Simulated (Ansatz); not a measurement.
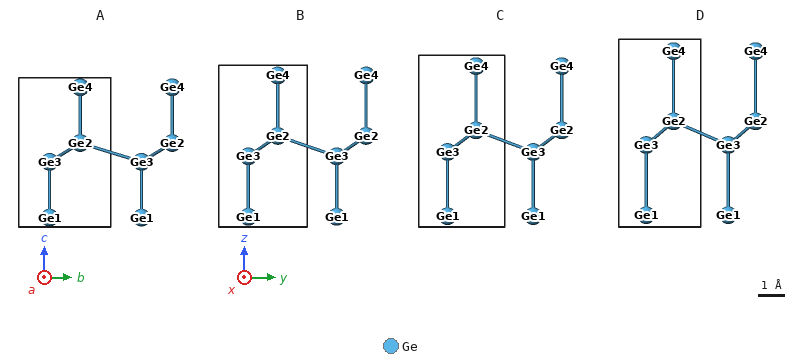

Frames of a one-coordinate scan of crystalline Ge (P6_3/mmc). x, y and z are the Cartesian axes of the input. The picture is a ball-and-stick view of the cell of the calculation, repeated 2 × 2 × 1 with one cell outlined, seen along the a axis.

Theory: DFT r2SCAN, scalar-relativistic, plane waves, PAW in Ansatz 0.2.0. Settings: plane-wave cutoff 500 eV; k-point mesh 12 × 12 × 6; occupations gaussian; smearing width 0.03 eV; no spin polarisation. Energies (free energies at the smearing named) are counted from the relaxed crystal.

Question: What is being scanned?

Answer: The ratio of the cell's length along z to its lengths across, counted as 1 for the reference, is changed at fixed volume (a c/a path), with the atoms kept at their fractional coordinates. In the frames the relative ratio is 0.85 (A), 0.96 (B), 1.05 (C), 1.20 (D). Their energies are 270.4 meV/atom, 15.2 meV/atom, 20.4 meV/atom, 243.2 meV/atom.
